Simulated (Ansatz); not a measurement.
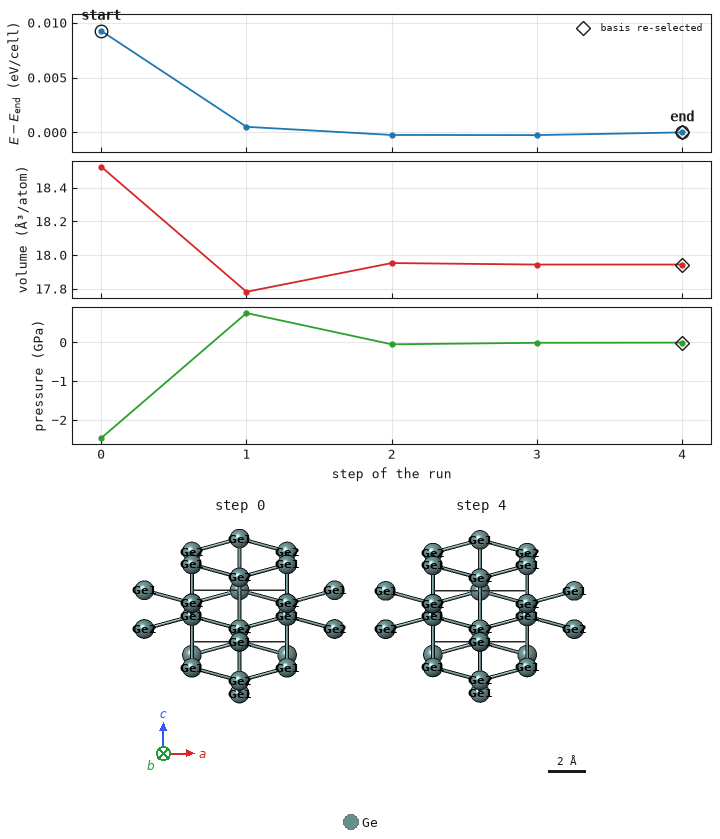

First and last geometry of a relaxation of crystalline Ge (set up in I4_1/amd), with the history of the run. Style: ball-and-stick. Shown: the conventional cell (2 times the calculation's cell), along the b axis. Lengths and directions refer to the drawn axes.

The run lets cell and atoms move.

Theory: Ansatz, Kohn-Sham DFT of a periodic cell, LDA, Ansatz PAW.

The input:
```yaml
crystal:
  lattice:
    - [-2.574489719, 2.574489719, 1.3974126432]
    - [2.574489719, -2.574489719, 1.3974126432]
    - [2.574489719, 2.574489719, -1.3974126432]
  atoms:
    - { symbol: Ge, position: [0.5, 0.5, 0.0] }
    - { symbol: Ge, position: [0.25, 0.75, 0.5] }
hamiltonian:
  xc: lda
  pseudopotentials: { kind: paw }
kpoints:
  mp_grid: { grid: [11, 11, 11] }
scf:
  occupations: { method: fermi_dirac, width: 0.05 }
output:
  forces: true
  stress: true
relax:
  f_tol: 0.01
  max_steps: 40
  cell: { stress_tol: 0.05 }
```

Command:
```bash
ansatz run input.yaml --threads 2 --pin off --max-ram 5632MiB --backend cpu --events-out ev --progress --plain --runs-dir out
```

> Read the history and describe the run.

It converged. No atom moves by more than 0.005 Å relative to the cell. The drawn cell changes as follows: a = b 5.149 → 5.100 Å (−1.0 %), c 2.795 → 2.760 Å (−1.3 %); the volume changes by −3.1 %. Among the contacts that change: Ge1–Ge1 2.795 → 2.760 Å, Ge1–Ge2 2.668 → 2.642 Å. The space group stays I4_1/amd (No. 141). Over 3 accepted moves (4 points after the start) the energy falls by 9.3 meV per cell of the calculation. All forces vanish by symmetry, so only the cell relaxes. Pressure: −2.47 GPa at the start and −0.01 GPa at the end. The SCF was repeated once at an unchanged geometry on a basis and grid sized afresh for the cell, which shifted the energy by 0.2 meV per cell of the calculation at most.
